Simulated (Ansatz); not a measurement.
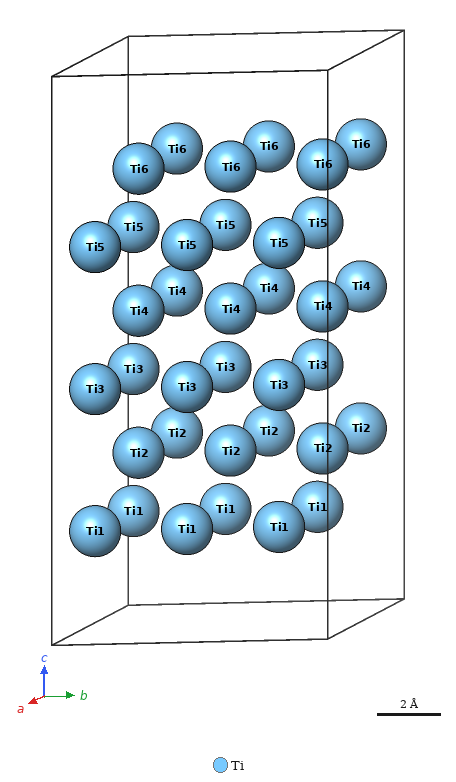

Figure 1. The input geometry of the first run (spheres-only view of the 2 × 3 repeat of the cell, with the vacuum cut short, seen slightly off an axis; atoms are numbered from 1 in the order of the input). An atom can appear more than once, as a periodic image.

# What a change does: single-point calculation on Ti

System: Ti (slab, 6 atoms in the cell).
Method of the first run: DFT PBE, scalar-relativistic, plane waves, PAW, no spin polarisation (Ansatz 0.2.0).

The structure derives from an entry of the Crystallography Open Database. Text and figures count atoms from 1; the logs count them from 0 in places.

**The input, the first run**
```yaml
crystal:
  lattice:
    - [2.9384580613, 0.0, 0.0]
    - [-1.4692290307, 2.544779329, 0.0]
    - [0.0, 0.0, 26.6265850347]
  atoms:
    - { symbol: Ti, position: [0.6666666667, 0.3333333333, 0.2816733723] }
    - { symbol: Ti, position: [0.3333333333, 0.6666666667, 0.3690040234] }
    - { symbol: Ti, position: [0.6666666667, 0.3333333333, 0.4563346745] }
    - { symbol: Ti, position: [0.3333333333, 0.6666666667, 0.5436653255] }
    - { symbol: Ti, position: [0.6666666667, 0.3333333333, 0.6309959766] }
    - { symbol: Ti, position: [0.3333333333, 0.6666666667, 0.7183266277] }
basis:
  ecutwfc: 420
kpoints:
  mp_grid: { grid: [1, 12, 1] }
hamiltonian:
  xc: pbe
scf:
  occupations: { method: gaussian, width: 0.1 }
output:
  forces: true
  stress: true
  eigenvalues: true
efield:
  axis: 3
  dipole_correction: true
  ramp_width: 0.04
```

Command:
```bash
ansatz run input.yaml --threads 1 --pin off --max-ram 2560MiB --backend cpu --events-out ev --progress --plain --runs-dir out
```

Hardware: 1 thread of Arm Neoverse V1, 24 GiB of memory available, shared host.

**Output, shortened to warnings, some set-up lines, iterations and results (the first run)**
```
Warning: crystal.symmetry: narrowed to the stabiliser of the k-point mesh — unitary ops 6 → 2; excluded 4 operations that carry a point of the 1×12×1 mesh (shift [0, 0, 0]) off the mesh (the run samples exactly the mesh kpoints.mp_grid names, as under crystal.symmetry.detect: false, and its converged state has the mesh's symmetry, not the crystal's; ε∞, the Born charges and the force constants of …
Basis set: ecut = 420 eV, 3833 PW (Γ), exchange–correlation on 40×40×360 points (8 copies of the dense FFT grid, shifted against one another)
Symmetry: 2 space group operations
k-points: 7 of 12 (time reversal used)
Initial density: superposition of atomic densities (neutral atoms: chi_scale 0, normalization atom), corrected by the library's trained network
[...]
SCF iter   1: F=—  HF=-14999.900318 eV  |F-HF|=—  |Δ(HF+E_count)|=         —  Δρ=4.85e-2  dr2=1.06e1  ethr=1.77e-3  p=0.000 e·Å  D=6.49e-14 V/Å  ΔV_dip=-0.00 eV  …
SCF iter   2: F=—  HF=-14999.720286 eV  |F-HF|=—  |Δ(HF+E_count)|=   1.80e-1  Δρ=2.46e-2  dr2=3.09e0  ethr=1.77e-3  p=0.000 e·Å  D=3.23e-5 V/Å  ΔV_dip=-0.00 eV  …
SCF iter   3: F=—  HF=-14999.584755 eV  |F-HF|=—  |Δ(HF+E_count)|=   1.36e-1  Δρ=1.11e-2  dr2=5.57e-1  ethr=1.77e-3  p=0.000 e·Å  D=1.79e-5 V/Å  ΔV_dip=-0.00 eV  …
SCF iter   4: F=—  HF=-14999.553242 eV  |F-HF|=—  |Δ(HF+E_count)|=   3.15e-2  Δρ=3.79e-3  dr2=1.73e-1  ethr=7.73e-4  p=0.000 e·Å  D=1.57e-5 V/Å  ΔV_dip=-0.00 eV  …
SCF iter   5: F=—  HF=-14999.552544 eV  |F-HF|=—  |Δ(HF+E_count)|=   6.98e-4  Δρ=1.45e-3  dr2=2.09e-2  ethr=2.40e-4  p=0.000 e·Å  D=1.11e-5 V/Å  ΔV_dip=-0.00 eV  …
SCF iter   6: F=—  HF=-14999.553424 eV  |F-HF|=—  |Δ(HF+E_count)|=   8.80e-4  Δρ=5.74e-4  dr2=1.29e-3  ethr=2.91e-5  p=0.000 e·Å  D=2.15e-6 V/Å  ΔV_dip=-0.00 eV  …
SCF iter   7: F=—  HF=-14999.553279 eV  |F-HF|=—  |Δ(HF+E_count)|=   1.45e-4  Δρ=1.80e-4  dr2=3.82e-4  ethr=1.79e-6  p=0.000 e·Å  D=1.53e-6 V/Å  ΔV_dip=-0.00 eV  …
SCF iter   8: F=—  HF=-14999.553304 eV  |F-HF|=—  |Δ(HF+E_count)|=   2.53e-5  Δρ=1.47e-4  dr2=2.49e-4  ethr=5.31e-7  p=0.000 e·Å  D=4.15e-6 V/Å  ΔV_dip=-0.00 eV  …
SCF iter   9: F=—  HF=-14999.553314 eV  |F-HF|=—  |Δ(HF+E_count)|=   9.84e-6  Δρ=5.50e-5  dr2=6.73e-5  ethr=3.46e-7  p=0.000 e·Å  D=3.87e-6 V/Å  ΔV_dip=-0.00 eV  …
SCF iter  10: F=—  HF=-14999.553263 eV  |F-HF|=—  |Δ(HF+E_count)|=   5.06e-5  Δρ=3.11e-5  dr2=3.43e-6  ethr=9.35e-8  p=0.000 e·Å  D=3.36e-6 V/Å  ΔV_dip=-0.00 eV  …
SCF iter  11: F=—  HF=-14999.553263 eV  |F-HF|=—  |Δ(HF+E_count)|=   1.91e-7  Δρ=6.42e-6  dr2=1.33e-7  ethr=4.76e-9  p=0.000 e·Å  D=3.03e-6 V/Å  ΔV_dip=-0.00 eV  …
SCF iter  12: F=-14999.553263 eV  HF=-14999.553263 eV  |F-HF|=4.87e-9  |Δ(HF+E_count)|=   9.88e-8  Δρ=2.08e-6  dr2=1.11e-8  ethr=1.39e-10  p=0.000 e·Å  D=1.19e-6 V/Å  …
SCF 1 converged in 12 iterations: F = -14999.553263 eV  dr2 = 1.11e-8
SCF converged after 12 iterations
Free energy (F): -14999.553263 eV
Harris-Foulkes:  -14999.553263 eV  (|F-HF|=4.87e-9)
Internal energy: -14999.477713 eV  (E = F + TS)
E sigma→0 (E₀):  -14999.515488 eV
Entropy (-TS):   -0.075550 eV (-12.592 meV/atom)
Fermi energy:    4.937821 eV
Dipole field:    D = -0.000033 V/Å  (p = -0.000037 e·Å, saw-weighted, corrected)
Work function:   Φ+ = 4.9458 eV   Φ− = 4.9449 eV
Levels:          The Fermi level and band energies are counted from a zero that moves with the ramp; work functions are not
--- Per-component energies (eV) ---
  E_band       = -1580.854886
  E_kinetic    = 1625.225986
  E_local      = -69253.956850  (includes V_loc(G=0)·N_el)
  E_nonlocal   = 48.488963
  E_hartree    = 33877.199508
  E_xc         = -583.751596
  E_vxc        = -729.871592  (∫ρ·V_xc dr)
  E_paw        = -6285.515201  (= ΣΔE_a)
  E_vpaw       = -1025.140585  (= ΣTr[D̂ρ^β])
  E_aug_tail   = 0.000695  (compensation charges beyond the density's cutoff)
  E_efield     = 0.000000  (sawtooth field / dipole correction)
  E_vefield    = 0.000000  (∫n·V_field dr)
  E_ewald      = 25572.830784
  E_smearing   = -0.075550  (= −TS)
  E_closure    = -0.000000  (closes the sum)
  Σ components = -14999.553263   (vs F -14999.553263, Δ=0.00e0)
--- Forces (eV/Å), atoms counted from 1 ---
  atom   1  Ti    -0.00000000     0.22741020    -1.21780283
  atom   2  Ti     0.00000000    -0.71011391    -0.45415480
  atom   3  Ti    -0.00000000     1.02959538    -0.11110432
  atom   4  Ti     0.00000000    -1.02959345     0.11111338
  atom   5  Ti    -0.00000000     0.71010220     0.45415435
  atom   6  Ti     0.00000000    -0.22740006     1.21779296
  max |Σ_I F_I| component: 1.27e-6 eV/Å
--- Stress (GPa, compression-positive) ---
      -16.612633      -0.000000       0.000000
       -0.000000      12.932295      -0.067879
        0.000000      -0.067879      14.150500
  P = ⅓ Tr σ = 3.4901 GPa (34.901 kbar)
```

For the second run the input was changed thus:
```diff
-  mp_grid: { grid: [1, 12, 1] }
+  mp_grid: { grid: [6, 6, 1] }
```

How does the second run compare with the first run?

The free energy of the second run is 587.6 meV per atom higher, which measures how much it depends on this numerical setting. The largest force goes from 1.239 to 0.532 eV/Å. The work function goes from 4.95 to 4.49 eV. The SCF takes 9 iterations against 12.

**Output, shortened to warnings, some set-up lines, iterations and results (the second run)**
```
Basis set: ecut = 420 eV, 3833 PW (Γ), exchange–correlation on 40×40×360 points (8 copies of the dense FFT grid, shifted against one another)
Symmetry: 6 space group operations
k-points: 7 of 36 (time reversal used)
Initial density: superposition of atomic densities (neutral atoms: chi_scale 0, normalization atom), corrected by the library's trained network
[...]
SCF iter   1: F=—  HF=-14996.074027 eV  |F-HF|=—  |Δ(HF+E_count)|=         —  Δρ=1.16e-2  dr2=4.62e0  ethr=1.77e-3  p=0.000 e·Å  D=6.49e-14 V/Å  ΔV_dip=-0.00 eV  …
SCF iter   2: F=—  HF=-14996.030185 eV  |F-HF|=—  |Δ(HF+E_count)|=   4.38e-2  Δρ=4.07e-3  dr2=1.14e-1  ethr=1.77e-3  p=0.000 e·Å  D=5.91e-5 V/Å  ΔV_dip=-0.00 eV  …
SCF iter   3: F=—  HF=-14996.027781 eV  |F-HF|=—  |Δ(HF+E_count)|=   2.40e-3  Δρ=1.16e-3  dr2=8.83e-3  ethr=1.58e-4  p=0.000 e·Å  D=4.39e-5 V/Å  ΔV_dip=-0.00 eV  …
SCF iter   4: F=—  HF=-14996.027370 eV  |F-HF|=—  |Δ(HF+E_count)|=   4.11e-4  Δρ=2.85e-4  dr2=2.76e-4  ethr=1.23e-5  p=0.000 e·Å  D=3.24e-5 V/Å  ΔV_dip=-0.00 eV  …
SCF iter   5: F=—  HF=-14996.027444 eV  |F-HF|=—  |Δ(HF+E_count)|=   7.35e-5  Δρ=1.47e-4  dr2=5.45e-5  ethr=3.83e-7  p=0.000 e·Å  D=1.66e-5 V/Å  ΔV_dip=-0.00 eV  …
SCF iter   6: F=—  HF=-14996.027438 eV  |F-HF|=—  |Δ(HF+E_count)|=   5.85e-6  Δρ=7.72e-5  dr2=3.55e-5  ethr=7.57e-8  p=0.000 e·Å  D=7.08e-6 V/Å  ΔV_dip=-0.00 eV  …
SCF iter   7: F=—  HF=-14996.027445 eV  |F-HF|=—  |Δ(HF+E_count)|=   7.23e-6  Δρ=3.10e-5  dr2=2.50e-6  ethr=4.93e-8  p=0.000 e·Å  D=3.01e-6 V/Å  ΔV_dip=-0.00 eV  …
SCF iter   8: F=—  HF=-14996.027446 eV  |F-HF|=—  |Δ(HF+E_count)|=   8.74e-7  Δρ=1.20e-5  dr2=7.05e-7  ethr=3.48e-9  p=0.000 e·Å  D=1.20e-6 V/Å  ΔV_dip=-0.00 eV  …
SCF iter   9: F=-14996.027447 eV  HF=-14996.027446 eV  |F-HF|=2.10e-8  |Δ(HF+E_count)|=   2.93e-7  Δρ=4.54e-6  dr2=5.95e-8  ethr=1.39e-10  p=0.000 e·Å  D=5.34e-7 V/Å  …
SCF 1 converged in 9 iterations: F = -14996.027447 eV  dr2 = 5.95e-8
SCF converged after 9 iterations
Free energy (F): -14996.027447 eV
Harris-Foulkes:  -14996.027446 eV  (|F-HF|=2.10e-8)
Internal energy: -14995.962921 eV  (E = F + TS)
E sigma→0 (E₀):  -14995.995184 eV
Entropy (-TS):   -0.064525 eV (-10.754 meV/atom)
Fermi energy:    5.004672 eV
Dipole field:    D = 0.000011 V/Å  (p = 0.000012 e·Å, saw-weighted, corrected)
Work function:   Φ+ = 4.4913 eV   Φ− = 4.4917 eV
Levels:          The Fermi level and band energies are counted from a zero that moves with the ramp; work functions are not
--- Per-component energies (eV) ---
  E_band       = -1547.610352
  E_kinetic    = 1630.102024
  E_local      = -69288.533792  (includes V_loc(G=0)·N_el)
  E_nonlocal   = 50.281664
  E_hartree    = 33906.985774
  E_xc         = -581.822907
  E_vxc        = -727.573158  (∫ρ·V_xc dr)
  E_paw        = -6285.807166  (= ΣΔE_a)
  E_vpaw       = -1025.801458  (= ΣTr[D̂ρ^β])
  E_aug_tail   = 0.000698  (compensation charges beyond the density's cutoff)
  E_efield     = 0.000000  (sawtooth field / dipole correction)
  E_vefield    = 0.000000  (∫n·V_field dr)
  E_ewald      = 25572.830784
  E_smearing   = -0.064525  (= −TS)
  E_closure    = -0.000000  (closes the sum)
  Σ components = -14996.027447   (vs F -14996.027447, Δ=0.00e0)
--- Forces (eV/Å), atoms counted from 1 ---
  atom   1  Ti     0.00000000    -0.00000000     0.43730427
  atom   2  Ti    -0.00000000     0.00000000    -0.53200710
  atom   3  Ti     0.00000000    -0.00000000     0.05671729
  atom   4  Ti     0.00000000     0.00000000    -0.05671762
  atom   5  Ti     0.00000000    -0.00000000     0.53200598
  atom   6  Ti    -0.00000000     0.00000000    -0.43730751
  max |Σ_I F_I| component: 4.68e-6 eV/Å
--- Stress (GPa, compression-positive) ---
       -1.432411      -0.000000      -0.000000
       -0.000000      -1.432411       0.000000
        0.000000       0.000000      -1.210907
  P = ⅓ Tr σ = -1.3586 GPa (-13.586 kbar)
```

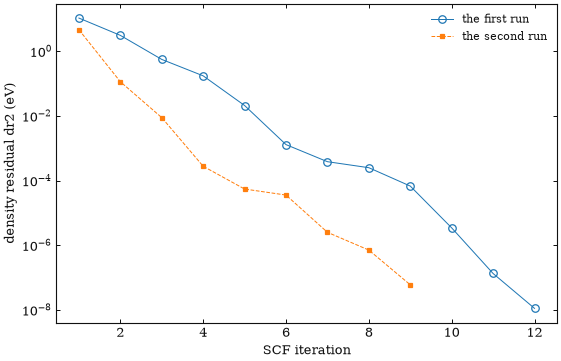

Figure 2. Convergence of the two runs: density residual dr2 against the SCF iteration. The first run takes 12 iterations in all, and the second run takes 9.

**The two runs side by side**

| quantity | the first run | the second run |
| --- | --- | --- |
| outcome | converged | converged |
| free energy per atom (eV) | −2499.9255 | −2499.3379 |
| energy per atom, smearing taken to zero (eV) | −2499.9192 | −2499.3325 |
| gap on the mesh (eV) | 0.00 | 0.00 |
| work function (eV) | 4.95 | 4.49 |
| largest force (eV/Å) | 1.239 | 0.532 |
| SCF iterations | 12 | 9 |
| irreducible k-points | 7 | 7 |
| plane waves at Γ | 3833 | 3833 |
| wall time (shared host) | 8.4 s | 5.9 s |

For the first run: Warnings: the k-point mesh lowers the symmetry that the run can use. The k-point mesh is coarse for a cell of this size, so the results may not be converged.
